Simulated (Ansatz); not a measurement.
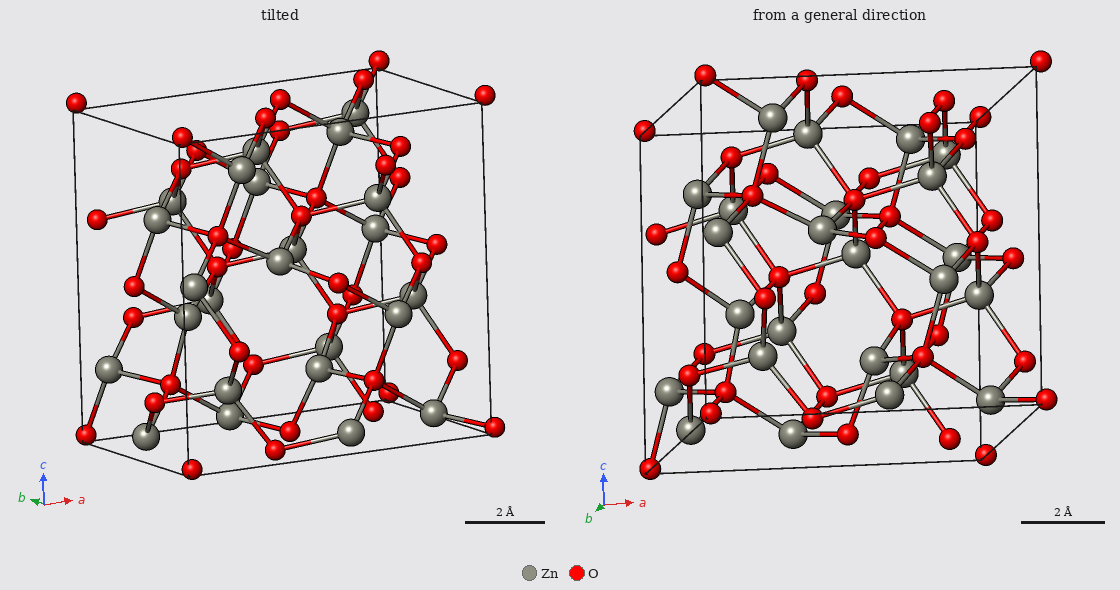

The crystal in a ball-and-stick representation, seen slightly off an axis and from a general direction. The outline marks the supercell. The host is ZnO, in a cell of 48 sites, and the cell carries a charge of +1.

Question: What kind of defect was put in?

Answer: An oxygen vacancy. Around the empty site lie four Zn at about 2.2 Å.

All computed values are from DFT PBE, scalar-relativistic, plane waves, PAW (Ansatz 0.2.0). Settings: a cutoff energy of 420 eV, 3×3×3 k-mesh, Gaussian smearing of 0.01 eV, collinear spins.

Question: Does the cell have a net magnetic moment?

Answer: Yes, 0.5 μB in the cell.

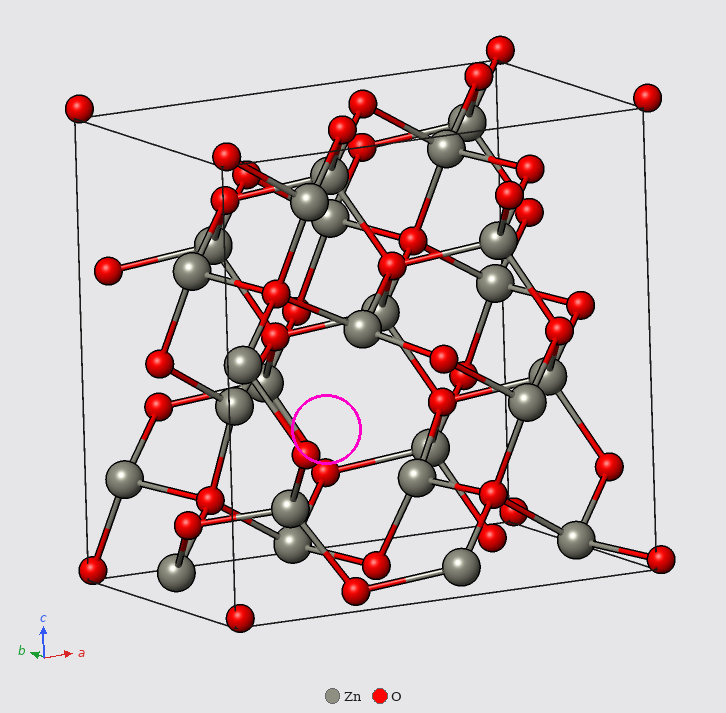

The same cell with a ring at the defect's site.

The atoms were relaxed in the host's cell with DFT PBE, scalar-relativistic, plane waves, PAW in Ansatz 0.2.0.
